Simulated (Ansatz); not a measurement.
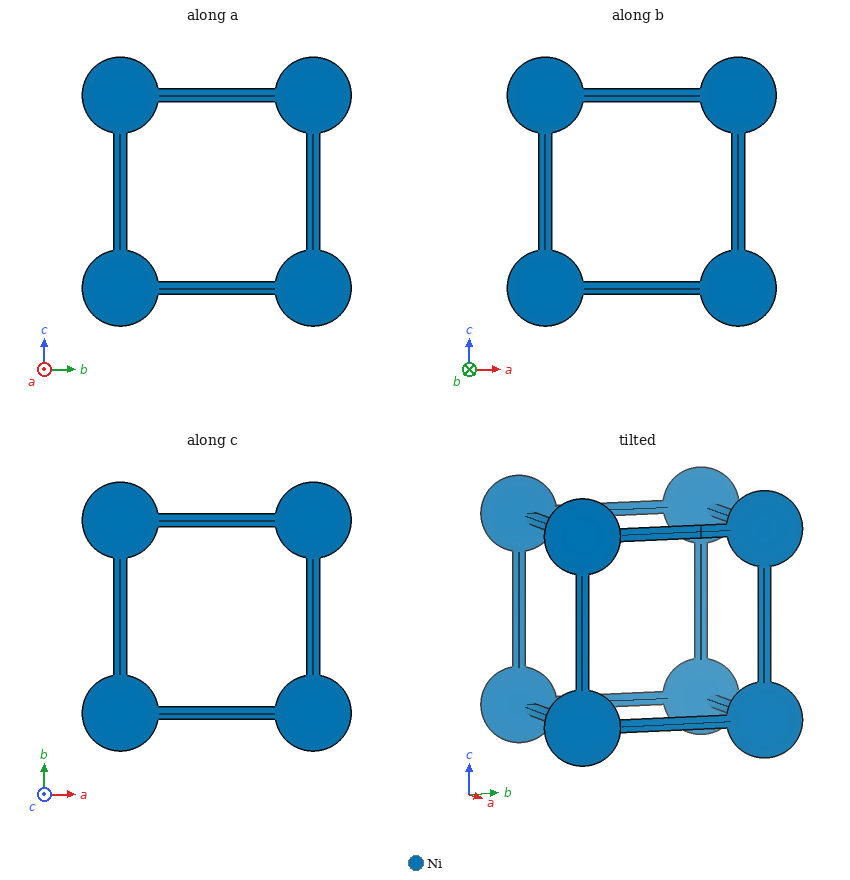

A ball-and-stick rendering, viewed along the a axis, along the b axis, along the c axis and slightly off an axis. The lines enclose the conventional unit cell; boundary atoms appear with their images.

Lattice parameters: a = 2.2905 Å, b = 2.2905 Å, c = 2.2905 Å, α = 90.000°, β = 90.000°, γ = 90.000°.

Write down what is shown as a CIF in P1 with every atom of the cell.

Answer.
```cif
data_structure
_symmetry_space_group_name_H-M 'P 1'
_symmetry_Int_Tables_number 1
_cell_length_a 2.2905
_cell_length_b 2.2905
_cell_length_c 2.2905
_cell_angle_alpha 90.000
_cell_angle_beta 90.000
_cell_angle_gamma 90.000
_cell_volume 12.02
loop_
_atom_site_label
_atom_site_type_symbol
_atom_site_fract_x
_atom_site_fract_y
_atom_site_fract_z
_atom_site_occupancy
Ni1 Ni 0.0000 0.0000 0.0000 1
```

Source of the structure: a structure type filled with this element by a generator (whether the element takes this form wasn't checked). Earlier steps of the study may have refined or changed the cell and positions. An electronic-structure calculation with Ansatz was run on it.
